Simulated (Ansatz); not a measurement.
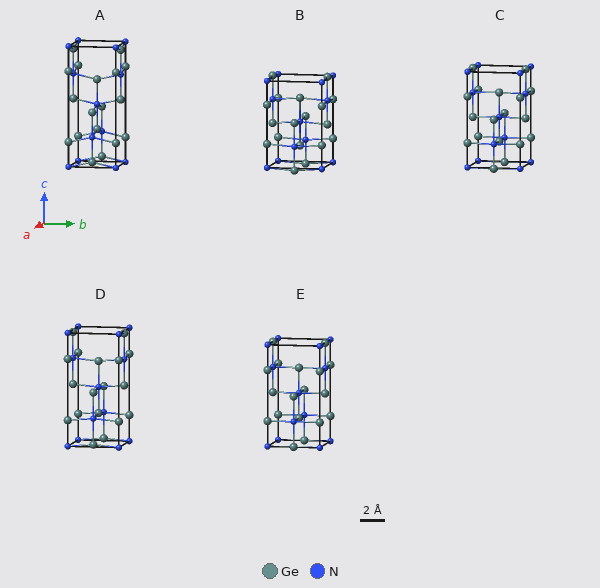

5 geometries from one relaxation of solid Ge₂N (built on the anatase_141 type) (coarse preliminary run), in shuffled order. Style: ball-and-stick. Shown: the conventional cell (2 times the calculation's cell), slightly off an axis. Lengths and directions refer to the drawn axes.

Case: anti-anatase type (I4_1/amd, No. 141).

Level of theory: DFT PBE, scalar-relativistic, plane waves, PAW (Ansatz 0.2.0). Settings: plane-wave cutoff 420 eV; k-point mesh 6 × 6 × 6; occupations gaussian; smearing width 0.1 eV; no spin polarisation; cell and atoms relaxed; force threshold 0.04 eV/Å; at most 70 steps.

Question: Order the frames from highest to lowest energy.

Answer: A, D, E, C, B. They are steps 0, 2, 4, 5, 14, at +602 meV per atom, +245 meV per atom, +109 meV per atom, +58.1 meV per atom relative to the last. The largest moves relative to the cell, 0.51 Å, are those of Ge atoms. N stays in place. Cell: a = b 4.135 → 4.787 Å (+15.8 %), c 10.395 → 7.488 Å (−28.0 %). Volume −3.5 %. Some distances before and after: Ge–N 2.116 → 2.400 Å, Ge–N 2.148 → 2.052 Å. Bond angles that change, for instance: N–Ge–N 102.3° → 85.7°, Ge–N–Ge 102.3° → 85.7°, Ge–N–Ge 77.7° → 94.3°. The space group stays I4_1/amd (No. 141). The energy falls by 602 meV per atom in 12 accepted moves (14 points after the start). Largest force component: 1.8 eV/Å at the start, 0.0016 eV/Å at the end. Pressure: 22.19 GPa at the start and 0.10 GPa at the end. The SCF was repeated twice at an unchanged geometry on a basis and grid sized afresh for the cell, which shifted the energy by 14.1 meV per atom at most.
